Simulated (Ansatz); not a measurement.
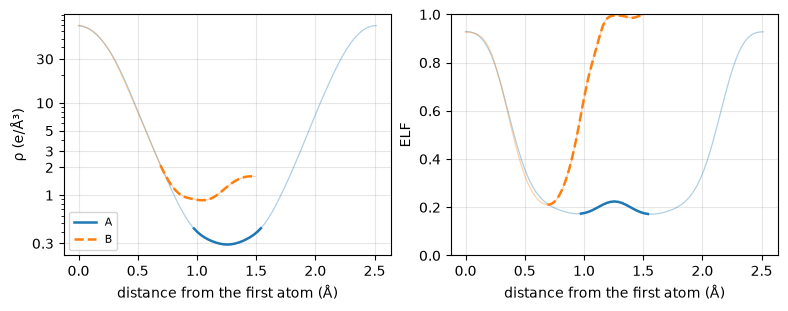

Figure. Cu$_{8}$H (slab). Valence charge density (pseudo) and ELF along straight lines between neighbouring atoms. Thin, pale parts lie inside the atomic spheres.

Computed without spin polarisation.

All numbers below come from Ansatz 0.2.0, DFT PBEsol, scalar-relativistic, plane waves, PAW.

In a PAW calculation such maps are meaningful between the atoms, not at the nuclei.

Q: Which curve belongs to which contact (Cu–Cu and Cu–H)? The first atom named is at distance zero.

A: Curve A: Cu–Cu (2.51 Å): the density is about 0.29 e/Å³ at the midpoint; the ELF is about 0.20 at the midpoint (no localised pair shows between them). Curve B: Cu–H (1.50 Å): ρ is about 1.5 e/Å³ halfway; the ELF climbs to about 1 towards the hydrogen.
